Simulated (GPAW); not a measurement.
# BAs (F-43m): how ε∞ follows the gap

The empty bands of BAs (F-43m) are shifted up rigidly by Δ, and ε∞ is computed for each shift.

It takes space group F-43m (No. 216, cubic). Conventional cell: a = 4.777 Å, b = 4.777 Å, c = 4.777 Å, α = 90.00°, β = 90.00°, γ = 90.00°. Around As on site c lie 4 B at 2.07 Å. B on site a is surrounded by 4 As at 2.07 Å.

Method: GPAW 26.7.0, LDA, RPA, k-mesh 12×12×12, local fields up to 50 eV, Lorentzian half width 0.15 eV.

Launch of the response step: `OMP_NUM_THREADS=1 python df.py`. The series took 68 s in all, its band step included, on 1 thread of Arm Neoverse V1, with other jobs on the host.

```tsv
Δ (eV)	ε∞
0.00	9.707
0.40	9.133
0.80	8.632
1.20	8.194
1.60	7.807
2.00	?
```

With one effective transition at E₀ and fixed dipole strength, ε∞ − 1 = A/(E₀ + Δ), so 1/(ε∞ − 1) is linear in Δ.

Working, on the rows shown:

| x = Δ (eV) | y = 1/(ε∞ − 1) |
| --- | --- |
| 0 | 0.11485 |
| 0.4 | 0.122956 |
| 0.8 | 0.131027 |
| 1.2 | 0.139005 |
| 1.6 | 0.146908 |

Means: x̄ = 0.8, ȳ = 0.13095. Σ(x − x̄)(y − ȳ) = 0.03207, Σ(x − x̄)² = 1.6. Slope = 0.03207 / 1.6 = 0.02004; intercept = ȳ − slope · x̄ = 0.11492. Turned back into ε∞, the line misses the rows shown by at most 0.005.

Fill in the last column of the withheld row.

At x = 2 the line gives y = 0.155, that is 7.452. The run gave 7.461, so the extrapolation is off by 0.0093, 0.4 % of the range in the table.

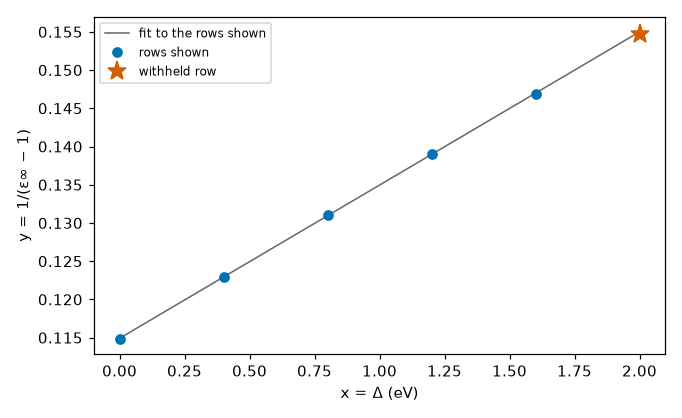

Refitted with all rows, the slope is 0.01996 and the intercept 0.11496. These give E₀ = intercept/slope = 5.8 eV, far above the least direct gap of 3.27 eV: most of the screening comes from transitions well over the edge. Over the first step ε∞ falls by 15 % per eV. Excitons are left out; LDA gaps are as a rule too small. The values come from a sum over the points of one k-mesh and carry its error, which grows as the direct gap shrinks. The local-field cutoff holds few shells of reciprocal vectors for this small cell, so ε∞ can read a few per cent high. Spin-orbit coupling is left out.

[Logs are printed without paths, hosts, clocks, repeated set-up lines and the standing remarks that a program may print on its own settings, such as how far it seeks lower states.]
